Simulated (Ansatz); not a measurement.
**Run report: Sr₁₆HO₁₆ (charge +1), geometry relaxation (part 3 of 3)**

Sr₁₆HO₁₆ (defect cell, 33 atoms in the cell, total charge +1); DFT PBE, scalar-relativistic, plane waves, PAW, no spin polarisation (Ansatz 0.2.0); cutoff 420 eV, 2×2×2 k-mesh, Gaussian smearing of 0.01 eV. The structure derives from a Materials Project entry. It belongs to a series of runs on one base structure; here: H interstitial, charge +1, atoms relaxed at the host's cell.

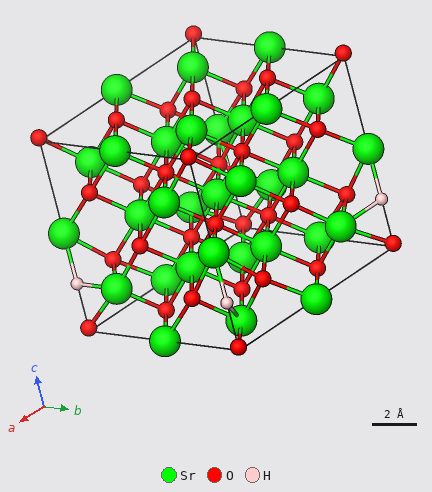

The geometry at step 4 of the log (ball-and-stick view of the cell of the calculation, seen at an oblique angle).

**Trajectory as extended XYZ (Å, eV, eV/Å), 6 frames, from step=1 to step=6**
```
33
Lattice="5.1949 -5.1949 -5.1949 -5.1949 5.1949 -5.1949 5.1949 5.1949 5.1949" Properties=species:S:1:pos:R:3:forces:R:3 step=1 energy=-65855.57044
Sr    5.1947    0.0072   -2.5972    0.0168   0.2607  -0.0168
Sr    7.7852   -0.0002   -0.0002   -0.2607   0.0168   0.0168
Sr    2.5977    2.5977   -2.6046   -0.0168  -0.0168  -0.2607
Sr   -0.0200   -0.0200   -7.7723   -0.4380  -0.4380   0.4380
Sr    5.2021    2.5977   -0.0002    0.2607  -0.0168   0.0168
Sr    2.5977   -0.0002   -5.1877   -0.0168   0.0168   0.2607
Sr    2.5903   -2.5972   -2.5972   -0.2607  -0.0168  -0.0168
Sr    0.0072    5.1947   -2.5972    0.2607   0.0168  -0.0168
Sr    2.5977    5.2021   -0.0002   -0.0168   0.2607   0.0168
Sr   -0.0002    2.5977   -5.1877    0.0168  -0.0168   0.2607
Sr    2.6175    2.6175    2.6175    0.4380   0.4380   0.4380
Sr   -0.0002   -0.0002   -2.6046    0.0168   0.0168  -0.2607
Sr    2.6175   -0.0200   -0.0200    0.4380  -0.4380  -0.4380
Sr   -0.0002    7.7852   -0.0002    0.0168  -0.2607   0.0168
Sr   -2.5972    2.5903   -2.5972   -0.0168  -0.2607  -0.0168
Sr   -0.0200    2.6175   -0.0200   -0.4380   0.4380  -0.4380
O     2.5936    5.1951    2.5936    0.0140  -0.1020   0.0140
O    -0.0465   -0.0465   -0.0465    0.5148   0.5148   0.5148
O     5.1988    2.5973   -2.6013   -0.0140   0.1020   0.0140
O    -2.5509    5.1484   -2.5509   -0.5148   0.5148  -0.5148
O     2.5973   -2.6013   -5.1910    0.1020   0.0140  -0.0140
O     0.0039    5.1951    0.0039   -0.0140  -0.1020  -0.0140
O     5.1484   -2.5509   -2.5509    0.5148  -0.5148  -0.5148
O     2.5973    5.1988   -2.6013    0.1020  -0.0140   0.0140
O     0.0039    0.0039   -5.1947   -0.0140  -0.0140  -0.1020
O     2.5936    2.5936   -5.1947    0.0140   0.0140  -0.1020
O     5.1951    2.5936    2.5936   -0.1020   0.0140   0.0140
O     2.5936    0.0039   -2.5976    0.0140  -0.0140   0.1020
O     5.1951    0.0039    0.0039   -0.1020  -0.0140  -0.0140
O    -2.6013    2.5973   -5.1910    0.0140   0.1020  -0.0140
O     0.0039    2.5936   -2.5976   -0.0140   0.0140   0.1020
O     2.6440    2.6440   -0.0465   -0.5148  -0.5148   0.5148
H     1.2987    1.2987    1.2987    0.0000   0.0000   0.0000
33
Lattice="5.1949 -5.1949 -5.1949 -5.1949 5.1949 -5.1949 5.1949 5.1949 5.1949" Properties=species:S:1:pos:R:3:forces:R:3 step=2 energy=-65855.89867
Sr    5.2055    0.0217   -2.6080    0.1198  -0.2167  -0.1198
Sr    7.7707    0.0106    0.0106    0.2167   0.1198   0.1198
Sr    2.5869    2.5869   -2.6191   -0.1198  -0.1198   0.2167
Sr   -0.1236   -0.1236   -7.6688    0.7077   0.7077  -0.7077
Sr    5.2166    2.5869    0.0106   -0.2167  -0.1198   0.1198
Sr    2.5869    0.0106   -5.1732   -0.1198   0.1198  -0.2167
Sr    2.5758   -2.6080   -2.6080    0.2167  -0.1198  -0.1198
Sr    0.0217    5.2055   -2.6080   -0.2167   0.1198  -0.1198
Sr    2.5869    5.2166    0.0106   -0.1198  -0.2167   0.1198
Sr    0.0106    2.5869   -5.1732    0.1198  -0.1198  -0.2167
Sr    2.7210    2.7210    2.7210   -0.7077  -0.7077  -0.7077
Sr    0.0106    0.0106   -2.6191    0.1198   0.1198   0.2167
Sr    2.7210   -0.1236   -0.1236   -0.7077   0.7077   0.7077
Sr    0.0106    7.7707    0.0106    0.1198   0.2167   0.1198
Sr   -2.6080    2.5758   -2.6080   -0.1198   0.2167  -0.1198
Sr   -0.1236    2.7210   -0.1236    0.7077  -0.7077   0.7077
O     2.6036    5.2011    2.6036    0.0545   0.2717   0.0545
O     0.0659    0.0659    0.0659    0.0659   0.0659   0.0659
O     5.1888    2.5913   -2.5913   -0.0545  -0.2717   0.0545
O    -2.6633    5.2608   -2.6633   -0.0659   0.0659  -0.0659
O     2.5913   -2.5913   -5.2010   -0.2717   0.0545  -0.0545
O    -0.0061    5.2011   -0.0061   -0.0545   0.2717  -0.0545
O     5.2608   -2.6633   -2.6633    0.0659  -0.0659  -0.0659
O     2.5913    5.1888   -2.5913   -0.2717  -0.0545   0.0545
O    -0.0061   -0.0061   -5.1887   -0.0545  -0.0545   0.2717
O     2.6036    2.6036   -5.1887    0.0545   0.0545   0.2717
O     5.2011    2.6036    2.6036    0.2717   0.0545   0.0545
O     2.6036   -0.0061   -2.6036    0.0545  -0.0545  -0.2717
O     5.2011   -0.0061   -0.0061    0.2717  -0.0545  -0.0545
O    -2.5913    2.5913   -5.2010    0.0545  -0.2717  -0.0545
O    -0.0061    2.6036   -2.6036   -0.0545   0.0545  -0.2717
O     2.5316    2.5316    0.0659   -0.0659  -0.0659   0.0659
H     1.2987    1.2987    1.2987    0.0000   0.0000   0.0000
33
Lattice="5.1949 -5.1949 -5.1949 -5.1949 5.1949 -5.1949 5.1949 5.1949 5.1949" Properties=species:S:1:pos:R:3:forces:R:3 step=3 energy=-65856.15506
Sr    5.2245   -0.0079   -2.6271   -0.0719   0.0961   0.0719
Sr    7.8003    0.0296    0.0296   -0.0961  -0.0719  -0.0719
Sr    2.5678    2.5678   -2.5895    0.0719   0.0719  -0.0961
Sr   -0.0891   -0.0891   -7.7033    0.1867   0.1867  -0.1867
Sr    5.1870    2.5678    0.0296    0.0961   0.0719  -0.0719
Sr    2.5678    0.0296   -5.2029    0.0719  -0.0719   0.0961
Sr    2.6054   -2.6271   -2.6271   -0.0961   0.0719   0.0719
Sr   -0.0079    5.2245   -2.6271    0.0961  -0.0719   0.0719
Sr    2.5678    5.1870    0.0296    0.0719   0.0961  -0.0719
Sr    0.0296    2.5678   -5.2029   -0.0719   0.0719   0.0961
Sr    2.6865    2.6865    2.6865   -0.1867  -0.1867  -0.1867
Sr    0.0296    0.0296   -2.5895   -0.0719  -0.0719  -0.0961
Sr    2.6865   -0.0891   -0.0891   -0.1867   0.1867   0.1867
Sr    0.0296    7.8003    0.0296   -0.0719  -0.0961  -0.0719
Sr   -2.6271    2.6054   -2.6271    0.0719  -0.0961   0.0719
Sr   -0.0891    2.6865   -0.0891    0.1867  -0.1867   0.1867
O     2.6193    5.2138    2.6193   -0.0163   0.0794  -0.0163
O     0.0684    0.0684    0.0684    0.1881   0.1881   0.1881
O     5.1731    2.5786   -2.5756    0.0163  -0.0794  -0.0163
O    -2.6659    5.2633   -2.6659   -0.1881   0.1881  -0.1881
O     2.5786   -2.5756   -5.2167   -0.0794  -0.0163   0.0163
O    -0.0218    5.2138   -0.0218    0.0163   0.0794   0.0163
O     5.2633   -2.6659   -2.6659    0.1881  -0.1881  -0.1881
O     2.5786    5.1731   -2.5756   -0.0794   0.0163  -0.0163
O    -0.0218   -0.0218   -5.1760    0.0163   0.0163   0.0794
O     2.6193    2.6193   -5.1760   -0.0163  -0.0163   0.0794
O     5.2138    2.6193    2.6193    0.0794  -0.0163  -0.0163
O     2.6193   -0.0218   -2.6163   -0.0163   0.0163  -0.0794
O     5.2138   -0.0218   -0.0218    0.0794   0.0163   0.0163
O    -2.5756    2.5786   -5.2167   -0.0163  -0.0794   0.0163
O    -0.0218    2.6193   -2.6163    0.0163  -0.0163  -0.0794
O     2.5290    2.5290    0.0684   -0.1881  -0.1881   0.1881
H     1.2987    1.2987    1.2987    0.0000   0.0000   0.0000
33
Lattice="5.1949 -5.1949 -5.1949 -5.1949 5.1949 -5.1949 5.1949 5.1949 5.1949" Properties=species:S:1:pos:R:3:forces:R:3 step=4 energy=-65856.23105
Sr    5.2183   -0.0057   -2.6208   -0.0308   0.1070   0.0308
Sr    7.7981    0.0234    0.0234   -0.1070  -0.0308  -0.0308
Sr    2.5741    2.5741   -2.5917    0.0308   0.0308  -0.1070
Sr   -0.0727   -0.0727   -7.7197    0.0656   0.0656  -0.0656
Sr    5.1892    2.5741    0.0234    0.1070   0.0308  -0.0308
Sr    2.5741    0.0234   -5.2006    0.0308  -0.0308   0.1070
Sr    2.6032   -2.6208   -2.6208   -0.1070   0.0308   0.0308
Sr   -0.0057    5.2183   -2.6208    0.1070  -0.0308   0.0308
Sr    2.5741    5.1892    0.0234    0.0308   0.1070  -0.0308
Sr    0.0234    2.5741   -5.2006   -0.0308   0.0308   0.1070
Sr    2.6702    2.6702    2.6702   -0.0656  -0.0656  -0.0656
Sr    0.0234    0.0234   -2.5917   -0.0308  -0.0308  -0.1070
Sr    2.6702   -0.0727   -0.0727   -0.0656   0.0656   0.0656
Sr    0.0234    7.7981    0.0234   -0.0308  -0.1070  -0.0308
Sr   -2.6208    2.6032   -2.6208    0.0308  -0.1070   0.0308
Sr   -0.0727    2.6702   -0.0727    0.0656  -0.0656   0.0656
O     2.6143    5.2139    2.6143    0.0051   0.0808   0.0051
O     0.0912    0.0912    0.0912    0.1004   0.1004   0.1004
O     5.1780    2.5784   -2.5806   -0.0051  -0.0808   0.0051
O    -2.6887    5.2861   -2.6887   -0.1004   0.1004  -0.1004
O     2.5784   -2.5806   -5.2118   -0.0808   0.0051  -0.0051
O    -0.0169    5.2139   -0.0169   -0.0051   0.0808  -0.0051
O     5.2861   -2.6887   -2.6887    0.1004  -0.1004  -0.1004
O     2.5784    5.1780   -2.5806   -0.0808  -0.0051   0.0051
O    -0.0169   -0.0169   -5.1759   -0.0051  -0.0051   0.0808
O     2.6143    2.6143   -5.1759    0.0051   0.0051   0.0808
O     5.2139    2.6143    2.6143    0.0808   0.0051   0.0051
O     2.6143   -0.0169   -2.6165    0.0051  -0.0051  -0.0808
O     5.2139   -0.0169   -0.0169    0.0808  -0.0051  -0.0051
O    -2.5806    2.5784   -5.2118    0.0051  -0.0808  -0.0051
O    -0.0169    2.6143   -2.6165   -0.0051   0.0051  -0.0808
O     2.5062    2.5062    0.0912   -0.1004  -0.1004   0.1004
H     1.2987    1.2987    1.2987    0.0000   0.0000   0.0000
33
Lattice="5.1949 -5.1949 -5.1949 -5.1949 5.1949 -5.1949 5.1949 5.1949 5.1949" Properties=species:S:1:pos:R:3:forces:R:3 step=5 energy=-65856.27020
Sr    5.2132    0.0092   -2.6157    0.0001   0.0007  -0.0001
Sr    7.7832    0.0183    0.0183   -0.0007   0.0001   0.0001
Sr    2.5792    2.5792   -2.6066   -0.0001  -0.0001  -0.0007
Sr   -0.0648   -0.0648   -7.7276    0.0253   0.0253  -0.0253
Sr    5.2041    2.5792    0.0183    0.0007  -0.0001   0.0001
Sr    2.5792    0.0183   -5.1857   -0.0001   0.0001   0.0007
Sr    2.5883   -2.6157   -2.6157   -0.0007  -0.0001  -0.0001
Sr    0.0092    5.2132   -2.6157    0.0007   0.0001  -0.0001
Sr    2.5792    5.2041    0.0183   -0.0001   0.0007   0.0001
Sr    0.0183    2.5792   -5.1857    0.0001  -0.0001   0.0007
Sr    2.6622    2.6622    2.6622   -0.0253  -0.0253  -0.0253
Sr    0.0183    0.0183   -2.6066    0.0001   0.0001  -0.0007
Sr    2.6622   -0.0648   -0.0648   -0.0253   0.0253   0.0253
Sr    0.0183    7.7832    0.0183    0.0001  -0.0007   0.0001
Sr   -2.6157    2.5883   -2.6157   -0.0001  -0.0007  -0.0001
Sr   -0.0648    2.6622   -0.0648    0.0253  -0.0253   0.0253
O     2.6121    5.2278    2.6121    0.0187   0.0249   0.0187
O     0.1130    0.1130    0.1130    0.0154   0.0154   0.0154
O     5.1803    2.5645   -2.5828   -0.0187  -0.0249   0.0187
O    -2.7104    5.3079   -2.7104   -0.0154   0.0154  -0.0154
O     2.5645   -2.5828   -5.2095   -0.0249   0.0187  -0.0187
O    -0.0146    5.2278   -0.0146   -0.0187   0.0249  -0.0187
O     5.3079   -2.7104   -2.7104    0.0154  -0.0154  -0.0154
O     2.5645    5.1803   -2.5828   -0.0249  -0.0187   0.0187
O    -0.0146   -0.0146   -5.1620   -0.0187  -0.0187   0.0249
O     2.6121    2.6121   -5.1620    0.0187   0.0187   0.0249
O     5.2278    2.6121    2.6121    0.0249   0.0187   0.0187
O     2.6121   -0.0146   -2.6304    0.0187  -0.0187  -0.0249
O     5.2278   -0.0146   -0.0146    0.0249  -0.0187  -0.0187
O    -2.5828    2.5645   -5.2095    0.0187  -0.0249  -0.0187
O    -0.0146    2.6121   -2.6304   -0.0187   0.0187  -0.0249
O     2.4845    2.4845    0.1130   -0.0154  -0.0154   0.0154
H     1.2987    1.2987    1.2987    0.0000   0.0000   0.0000
33
Lattice="5.1949 -5.1949 -5.1949 -5.1949 5.1949 -5.1949 5.1949 5.1949 5.1949" Properties=species:S:1:pos:R:3:forces:R:3 step=6 energy=-65856.27279
Sr    5.2131    0.0088   -2.6156   -0.0006   0.0072   0.0006
Sr    7.7836    0.0182    0.0182   -0.0072  -0.0006  -0.0006
Sr    2.5793    2.5793   -2.6062    0.0006   0.0006  -0.0072
Sr   -0.0634   -0.0634   -7.7290   -0.0034  -0.0034   0.0034
Sr    5.2037    2.5793    0.0182    0.0072   0.0006  -0.0006
Sr    2.5793    0.0182   -5.1862    0.0006  -0.0006   0.0072
Sr    2.5887   -2.6156   -2.6156   -0.0072   0.0006   0.0006
Sr    0.0088    5.2131   -2.6156    0.0072  -0.0006   0.0006
Sr    2.5793    5.2037    0.0182    0.0006   0.0072  -0.0006
Sr    0.0182    2.5793   -5.1862   -0.0006   0.0006   0.0072
Sr    2.6608    2.6608    2.6608    0.0034   0.0034   0.0034
Sr    0.0182    0.0182   -2.6062   -0.0006  -0.0006  -0.0072
Sr    2.6608   -0.0634   -0.0634    0.0034  -0.0034  -0.0034
Sr    0.0182    7.7836    0.0182   -0.0006  -0.0072  -0.0006
Sr   -2.6156    2.5887   -2.6156    0.0006  -0.0072   0.0006
Sr   -0.0634    2.6608   -0.0634   -0.0034   0.0034  -0.0034
O     2.6188    5.2337    2.6188   -0.0056  -0.0056  -0.0056
O     0.1177    0.1177    0.1177    0.0086   0.0086   0.0086
O     5.1735    2.5587   -2.5761    0.0056   0.0056  -0.0056
O    -2.7151    5.3126   -2.7151   -0.0086   0.0086  -0.0086
O     2.5587   -2.5761   -5.2163    0.0056  -0.0056   0.0056
O    -0.0214    5.2337   -0.0214    0.0056  -0.0056   0.0056
O     5.3126   -2.7151   -2.7151    0.0086  -0.0086  -0.0086
O     2.5587    5.1735   -2.5761    0.0056   0.0056  -0.0056
O    -0.0214   -0.0214   -5.1561    0.0056   0.0056  -0.0056
O     2.6188    2.6188   -5.1561   -0.0056  -0.0056  -0.0056
O     5.2337    2.6188    2.6188   -0.0056  -0.0056  -0.0056
O     2.6188   -0.0214   -2.6362   -0.0056   0.0056   0.0056
O     5.2337   -0.0214   -0.0214   -0.0056   0.0056   0.0056
O    -2.5761    2.5587   -5.2163   -0.0056   0.0056   0.0056
O    -0.0214    2.6188   -2.6362    0.0056  -0.0056   0.0056
O     2.4798    2.4798    0.1177   -0.0086  -0.0086   0.0086
H     1.2987    1.2987    1.2987    0.0000   0.0000   0.0000
```

**Key numbers**

| quantity | value |
| --- | --- |
| outcome | converged |
| electrons treated | 256 |
| free energy | −65856.2728 eV |
| Fermi energy | 8.611 eV |
| gap on the k-point mesh | 2.16 eV |
| final volume | 560.78 Å³ |
| largest force (length of the vector) at the end | 0.015 eV/Å |
| hardware | 4 threads of Arm Neoverse V1, 24 GiB of memory available, shared host |
| wall time | 64 s (CPU time 4.1 min) |
| peak memory | 1.2 GiB |
